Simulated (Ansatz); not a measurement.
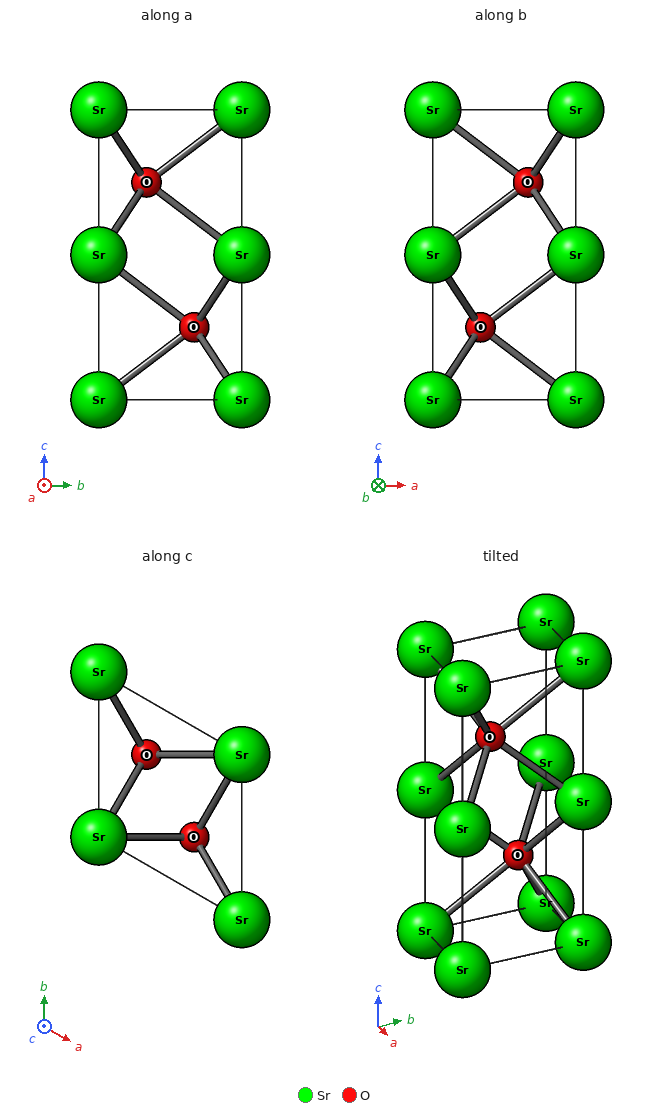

A ball-and-stick rendering, viewed along the a axis, along the b axis, along the c axis and slightly off an axis. The frame is the conventional unit cell; atoms at its boundary are shown with their periodic copies.

Lattice parameters: a = 3.563 Å, b = 3.563 Å, c = 6.255 Å, α = 90.00°, β = 90.00°, γ = 120.00°. Put a along x and b in the xy plane.

### Put the structure into a POSCAR file.

```
Sr O
1.0
     3.563    0.000    0.000
    -1.782    3.086    0.000
     0.000    0.000    6.255
Sr O
2 2
Direct
  0.0000 0.0000 0.0000
  0.0000 0.0000 0.5000
  0.3333 0.6667 0.2500
  0.6667 0.3333 0.7500
```

Its origin is a structure type filled with these elements by a generator (whether the compound takes this form wasn't checked). Earlier steps of the study may have refined or changed the cell and positions. It went into a calculation with Ansatz.
